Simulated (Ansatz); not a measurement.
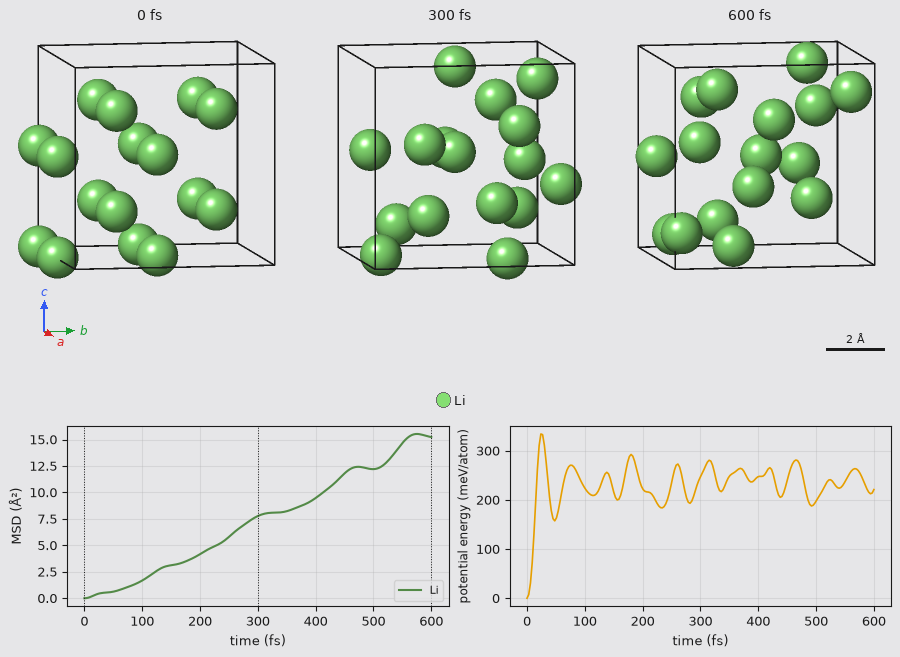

First-principles dynamics of a 16-atom cell of Li, 600 fs long. The cell was cut from the bcc crystal. Frames and the history of the run. Style: spheres-only. Shown: the simulation cell, slightly off an axis. Atoms that leave the cell re-enter on the other side.

The calculation used Ansatz 0.2.0, DFT LDA, scalar-relativistic, plane waves, PAW. Set-up: plane-wave cutoff 420 eV; k-point mesh 2 × 2 × 2; Fermi-Dirac smearing 0.16 eV; low-accuracy preset; volume 1.05 times that of the relaxed crystal; constant energy (NVE); velocities drawn for 3600 K; time step 3 fs.

Q: Describe the run.

A: The mean temperature in the second half is 1620 K (standard deviation 184 K). The first frame carries almost no forces, so kinetic energy first flows into potential energy: the temperature drops from 3600 to 860 K within 24 fs, and without a thermostat its mean stays below the start. The potential energy in the second half lies on average 241 meV per atom above the first frame. Root-mean-square distances from the starting positions over the second half, with the common drift of all atoms taken out: Li 3.37 Å. That is a large part of the typical shortest distance between atoms in the first frame, about 3.1 Å and still growing: the atoms leave their places as in a liquid, so the crystal loses its order. The time step of 3 fs is long for the fastest vibrations here (lightest element lithium).

Limits of the set-up: the k-point mesh is coarse for a cell with partly filled bands; the program's low-accuracy preset was used.

Cost: 4 min on 1 thread of AMD EPYC 9B45 (Zen 5), with other jobs on the host, peak memory 0.59 GiB.
